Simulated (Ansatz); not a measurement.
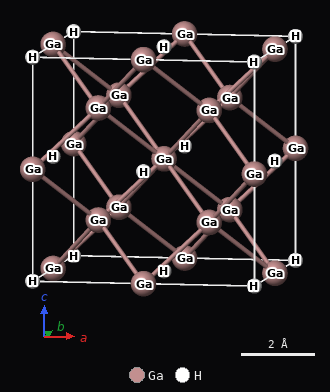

Starting structure of a crystal of Ga$_{3}$H (a generated structure, set up in Fm-3m) (coarse preliminary run). Style: ball-and-stick. Shown: the conventional cell (4 times the calculation's cell), slightly off an axis. Lengths and directions refer to the drawn axes.

Theory: DFT PBE, scalar-relativistic, plane waves, PAW in Ansatz 0.2.0.

Input file:
```yaml
crystal:
  lattice:
    - [0.0, 3.1180876098, 3.1180876098]
    - [3.1180876098, 0.0, 3.1180876098]
    - [3.1180876098, 3.1180876098, 0.0]
  atoms:
    - { symbol: Ga, position: [0.25, 0.25, 0.25] }
    - { symbol: Ga, position: [0.5, 0.5, 0.5] }
    - { symbol: Ga, position: [0.75, 0.75, 0.75] }
    - { symbol: H, position: [0.0, 0.0, 0.0] }
basis:
  ecutwfc: 420
kpoints:
  mp_grid: { grid: [6, 6, 6] }
hamiltonian:
  xc: pbe
scf:
  occupations: { method: gaussian, width: 0.1 }
  lower_state_search: "off"
output:
  forces: true
  stress: true
  eigenvalues: true
relax:
  adjacent_minimum: "off"
  f_tol: 0.04
  max_steps: 70
  cell: { stress_tol: 0.4 }
```

Run as
```bash
ansatz run input.yaml --threads 1 --pin off --max-ram 2048MiB --backend cpu --events-out ev --progress --plain --runs-dir out
```

Q: Predict the outcome.

A: The atoms keep their places relative to the cell (all moves are under 0.005 Å). The drawn cell changes as follows: a = b = c 6.236 → 6.280 Å (+0.7 %); the volume changes by +2.1 %. Some distances before and after: Ga1–Ga2 2.700 → 2.719 Å. The space group stays Fm-3m (No. 225). After 1 accepted move (2 points after the start) the energy has fallen by 1.3 meV per atom. All forces vanish by symmetry, so only the cell relaxes. Pressure: 1.26 GPa at the start and 0.09 GPa at the end. At 1 point the geometry stayed and the basis and grid were re-selected for the new cell (energy shift of 0.2 meV per atom at most each time). The run took 4.9 s on 1 thread of Arm Neoverse V2, on a shared host, peak memory 0.31 GiB.

Final geometry:

```
Ga H
1.0
     0.00000    3.13991    3.13991
     3.13991    0.00000    3.13991
     3.13991    3.13991    0.00000
Ga H
3 1
Direct
  0.25000 0.25000 0.25000
  0.50000 0.50000 0.50000
  0.75000 0.75000 0.75000
  0.00000 0.00000 0.00000
```
